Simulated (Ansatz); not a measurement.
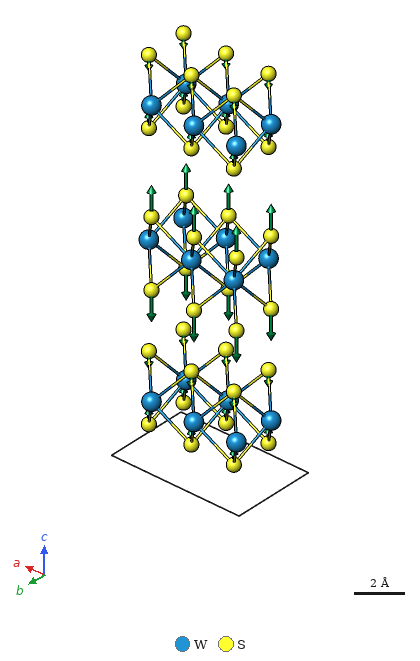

Lattice vibrations of solid WS$_{2}$, at the zone centre. The optical levels lie at 10 (×2), 13, 17 (×2), 23, 295 (×4), 295 (×2), 355 (×6), 415 (×2), 416, 436, 437 (×2) cm⁻¹. One mode is drawn. Displacements are drawn as green arrows; their common scale and sign are arbitrary. Style: ball-and-stick. Shown: the 3 × 2 repeat of the cell, outlined in the plane, without the vacuum, from a free direction.

The calculation used DFT PBEsol, scalar-relativistic, plane waves, PAW (Ansatz 0.2.0). Settings: plane-wave cutoff 420 eV; k-point mesh 12 × 12 × 1; occupations fixed; no spin polarisation.

Frequencies are those without the non-analytic (LO–TO) term.

Question: Which of these frequencies is the drawn mode's?

Answer: The level at 415 cm⁻¹. This is a doubly degenerate mode (one member of the set is drawn), optical level 8 of 11, counted from below. The W atoms hardly move; all motion is along c of the drawn cell; atoms of one kind move against one another, with no net shift of their sublattice.
